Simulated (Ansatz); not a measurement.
```cif
data_structure
_symmetry_space_group_name_H-M 'P 1'
_symmetry_Int_Tables_number 1
_cell_length_a 3.5201
_cell_length_b 6.2856
_cell_length_c 5.8900
_cell_angle_alpha 90.000
_cell_angle_beta 90.000
_cell_angle_gamma 90.000
_cell_volume 130.32
loop_
_atom_site_label
_atom_site_type_symbol
_atom_site_fract_x
_atom_site_fract_y
_atom_site_fract_z
_atom_site_occupancy
N1 N 0.00000 0.33333 0.25000 1
N2 N 0.50000 0.83333 0.25000 1
N3 N 0.50000 0.16667 0.75000 1
N4 N 0.00000 0.66667 0.75000 1
```

Space group Cmcm; changed on purpose from its base cell (strain -0.0300 x Voigt [1, 0, 0, 0, 0, 0], atoms carried along); spin-polarised.

Method: DFT r2SCAN, scalar-relativistic, plane waves, PAW (Ansatz 0.2.0).

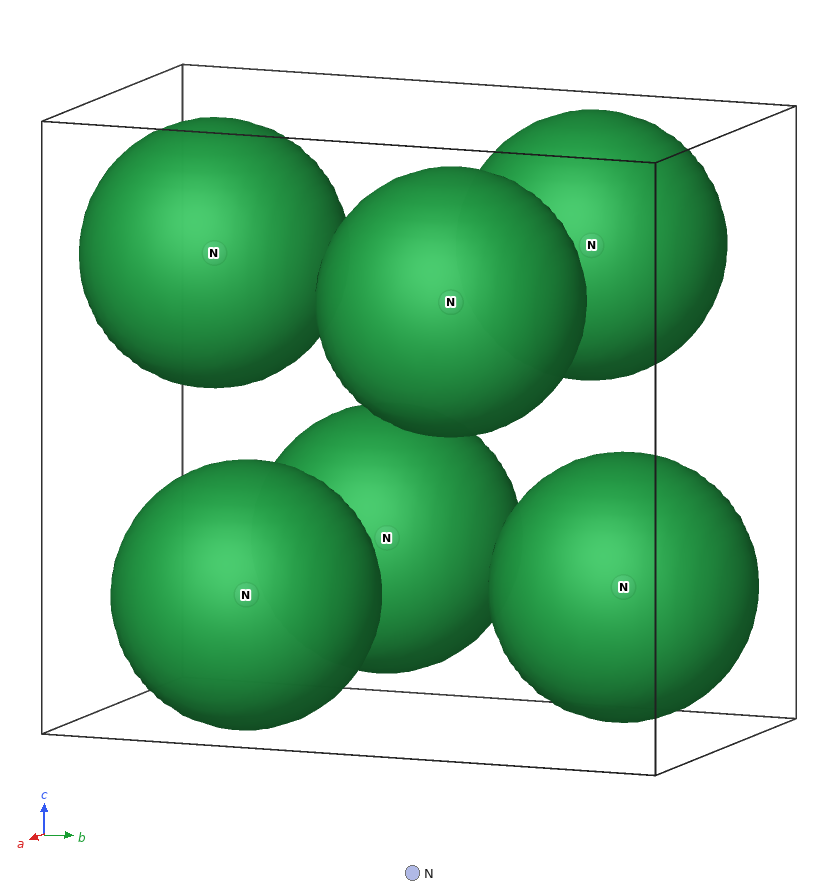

N. Isosurfaces of the spin density (up minus down) at +0.04 (green) and −0.04 e/Å³ (red), seen slightly off an axis.

In a PAW calculation such maps are meaningful between the atoms, not at the nuclei.

Question: Describe the spin distribution.

Answer: The spin density sits on N: +2.9 μB (×4) in one cell of 4 atoms: parallel moments (a ferromagnetic arrangement) in this solution. The cell of the calculation (2 atoms) carries 6.0 μB of net spin moment. Only one sign reaches the isovalue.
